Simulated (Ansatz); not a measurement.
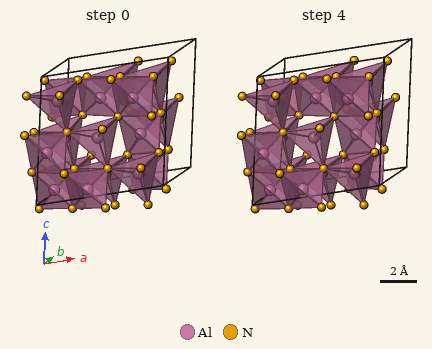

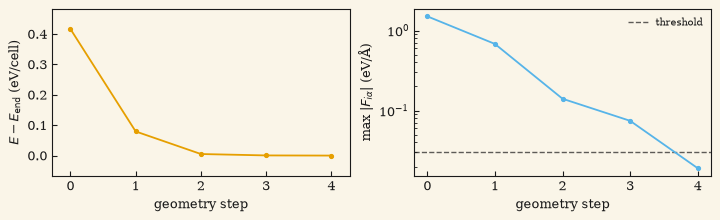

First and last geometry of a relaxation of a defect cell of composition Al17N18 (cell charge −3), with the history of the run. Style: polyhedral. Shown: the cell of the calculation, slightly off an axis.

The calculation used DFT PBEsol, scalar-relativistic, plane waves, PAW (Ansatz 0.2.0). Settings: plane-wave cutoff 420 eV; k-point mesh 2 × 2 × 2; occupations gaussian; smearing width 0.02 eV; mesh shifted by (0.5, 0.5, 0.5); collinear spin; atoms relaxed in a fixed cell; force threshold 0.03 eV/Å; at most 40 steps.

Read the history and describe the run.

It converged. Over 4 geometry steps the energy falls by 0.417 eV per cell of the calculation. The largest force component goes from 1.5 to 0.019 eV/Å. The largest move is that of an N atom, 0.12 Å along [2 2 1]. Largest moves by element: N 0.12 Å, Al 0.09 Å. The cell doesn't change. Among the contacts that change: Al–N 1.933 → 1.998 Å, Al–N 1.847 → 1.791 Å, Al–N 1.857 → 1.802 Å, Al–N 1.819 → 1.791 Å. Among the angles between lasting bonds that change: Al–N–Al 106.7° → 101.8°, N–Al–N 106.8° → 103.3°, Al–N–Al 110.7° → 114.0°. The program noted that the starting moments weren't kept. The run took 24 s on 8 threads of INTEL(R) XEON(R) PLATINUM 8581C CPU @ 2.30GHz (Emerald Rapids) (shared host), peak memory 1.7 GiB.

```tsv
step	E − E(0), meV/atom	largest force component, eV/Å
0	0.00	1.5037
1	-9.63	0.6799
2	-11.76	0.1405
3	-11.89	0.0744
4	-11.90	0.0190
```

Limits of the set-up: the periodic images lie only 7.3 Å apart, so the values are limited by the cell's size; the cell is charged, on a uniform background, and energies carry no finite-size correction.
